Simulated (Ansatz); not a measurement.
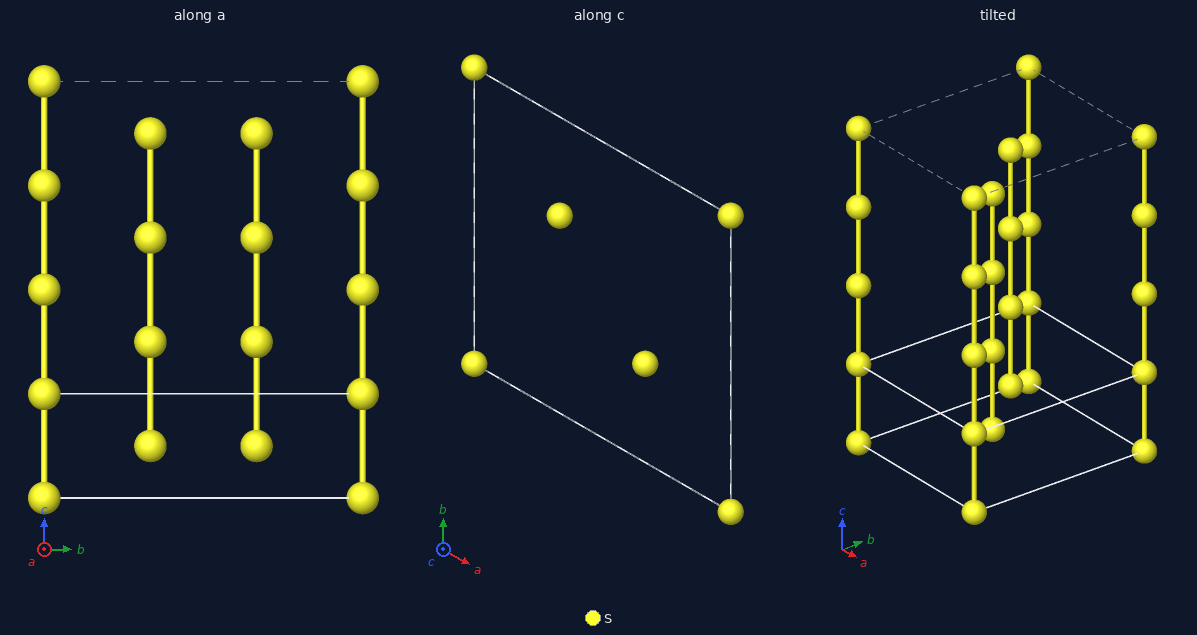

An orthographic ball-and-stick view of the structure, along the a axis, along the c axis and slightly off an axis. The conventional unit cell (solid box) is repeated to 1×1×4 cells. Cell: a = 7.394 Å, b = 7.394 Å, c = 2.094 Å, α = 90.00°, β = 90.00°, γ = 120.00°.

The element is sulfur. It is primitive hexagonal, space group P6/mmm (No. 191). The cell holds three atoms. Each S has two S in a linear arrangement at about 2.1 Å. The bonds build S chains along [001].

The model was built from a textbook structure type filled with this element (whether it is the usual form wasn't checked). The final geometry of a relaxation with Ansatz 0.2.0, DFT PBE, scalar-relativistic, plane waves, PAW is shown.
